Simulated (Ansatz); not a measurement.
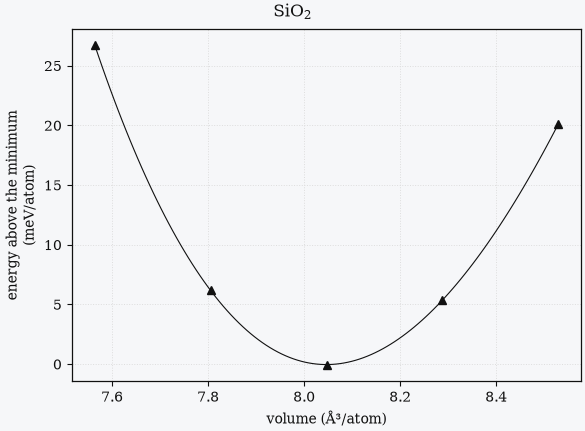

Plotted: energy above the minimum against volume for SiO₂, space group P4_2/mnm (No. 136).

The given structure:
```cif
data_structure
_symmetry_space_group_name_H-M 'P 1'
_symmetry_Int_Tables_number 1
_cell_length_a 4.2361
_cell_length_b 4.2361
_cell_length_c 2.6905
_cell_angle_alpha 90.000
_cell_angle_beta 90.000
_cell_angle_gamma 90.000
_cell_volume 48.28
loop_
_atom_site_label
_atom_site_type_symbol
_atom_site_fract_x
_atom_site_fract_y
_atom_site_fract_z
_atom_site_occupancy
Si1 Si 0.50000 0.50000 0.50000 1
Si2 Si 0.00000 0.00000 0.00000 1
O1 O 0.69302 0.69302 0.00000 1
O2 O 0.19302 0.80698 0.50000 1
O3 O 0.30698 0.30698 0.00000 1
O4 O 0.80698 0.19302 0.50000 1
```

Computed with Ansatz 0.2.0: third-order Birch-Murnaghan fit to density functional energies at scaled volumes of the given relaxed cell, shape and atoms relaxed at each volume; energies count from the fitted minimum; plane waves with PAW datasets, Γ-centred k mesh. Level: PBE, no spin polarisation.

| setting | value |
| --- | --- |
| wave cutoff | 420 eV |
| k mesh | 6×6×8 |
| occupations | Gaussian |
| smearing width | 0.02 eV |

From this curve and the settings, what does the calculation give for the pressure and gap on the k mesh at the same points?

The pressure falls from 18.98 GPa at volume 7.564 Å³/atom to −12.41 GPa at 8.529 Å³/atom, and changes sign near 8.05 Å³/atom. The gap on the k mesh stays open and runs from 6.000 eV at volume 7.564 Å³/atom to 4.303 eV at 8.529 Å³/atom.

```
volume (Å³/atom)  pressure (GPa)  gap on the k mesh (eV)
           7.564           18.98                   6.000
           7.805            8.60                   5.494
           8.047            0.00                   5.040
           8.288           -6.97                   4.641
           8.529          -12.41                   4.303
```
